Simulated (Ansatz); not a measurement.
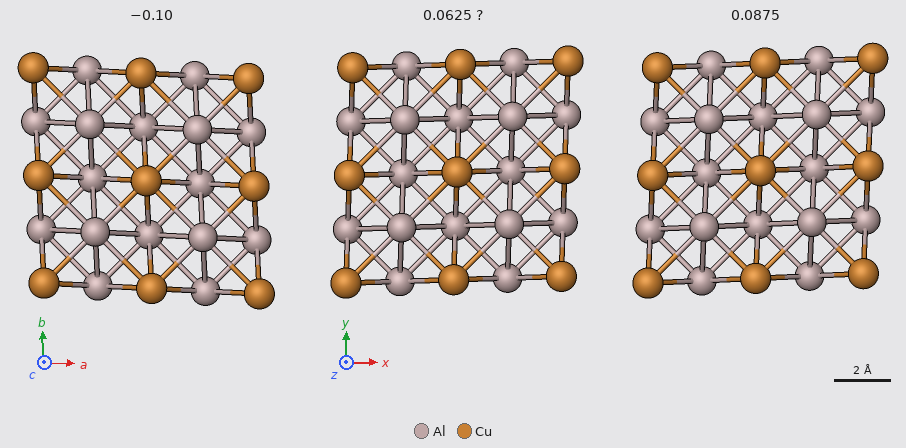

Energy scan for solid Al$_{3}$Cu (Pm-3m), in which the cell is strained in shear in the xy plane, with the atoms kept at their fractional coordinates. x, y and z are the Cartesian axes of the input. A ball-and-stick model of the cell of the calculation, repeated 2 × 2 × 2 with one cell outlined, seen along the c axis.

These are results of Ansatz, DFT r2SCAN, scalar-relativistic, plane waves, PAW, not measurements. Set-up: plane-wave cutoff 500 eV; k-point mesh 12 × 12 × 12; occupations gaussian; smearing width 0.15 eV; no spin polarisation. Energies (free energies at the smearing named) are counted from the relaxed crystal.

```
engineering shear strain  E − E(ref) (meV/atom)
                 −0.1000                   17.3
                 −0.0500                    4.7
                  0.0000                    0.0
                  0.0250                    1.4
                  0.0625                      ?
                  0.0750                    9.8
                  0.0875                   13.2
```

Q: Fill in the missing row.

A: A straight line between the two neighbours gives 7.7 meV/atom. A cubic through the four nearest rows (0.0000, 0.0250, 0.0750, 0.0875) gives, with Lagrange weights, (−0.0714)(0.0) + (0.2500)(1.4) + (1.2500)(9.8) + (−0.4286)(13.2) = 6.9 meV/atom. The calculation gives 7.0 meV/atom, so the cubic is 0.1 meV/atom too low and the straight line 0.7 meV/atom too high, as the curve bends upwards here.

The whole profile:

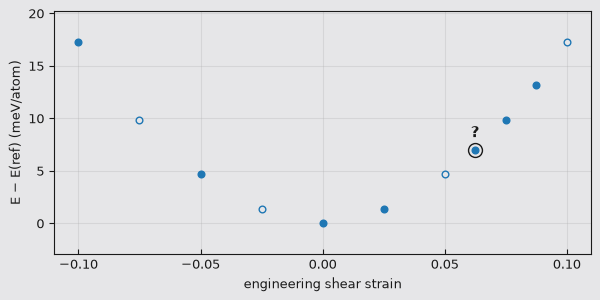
